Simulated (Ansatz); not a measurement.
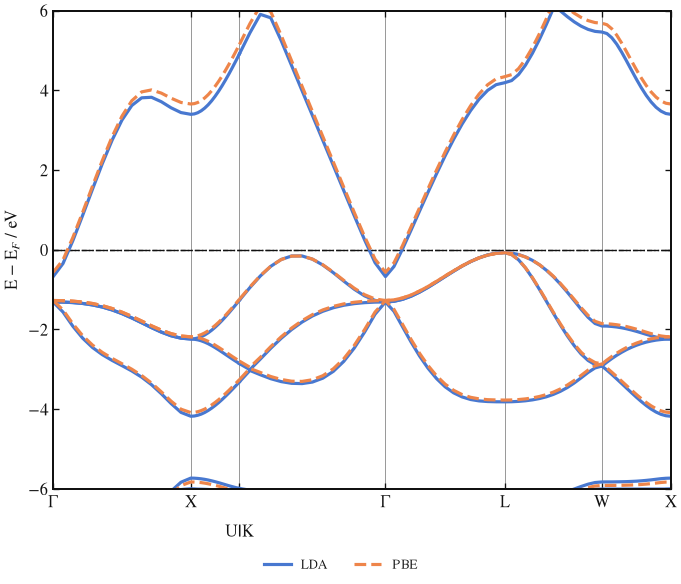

Band structures of CdO, space group Fm-3m, 2 atoms in the cell, by two methods on the same cell. Each is counted from its own Fermi level.

Q: What changes from one method to the other?

A: Both give a metal. The 3 bands that come within 1 eV of the Fermi level differ by 0.08 eV on average and by 0.26 eV at most (at X).

Settings. LDA: DFT LDA, scalar-relativistic, plane waves, PAW, no spin polarisation, 20×20×20 k mesh, 420 eV cutoff (Ansatz 0.2.0). PBE: DFT PBE, scalar-relativistic, plane waves, PAW, no spin polarisation, 20×20×20 k mesh, 420 eV cutoff, Gaussian smearing of 0.1 eV (Ansatz).

The structure is an invented one, so it need not be a known or stable phase.
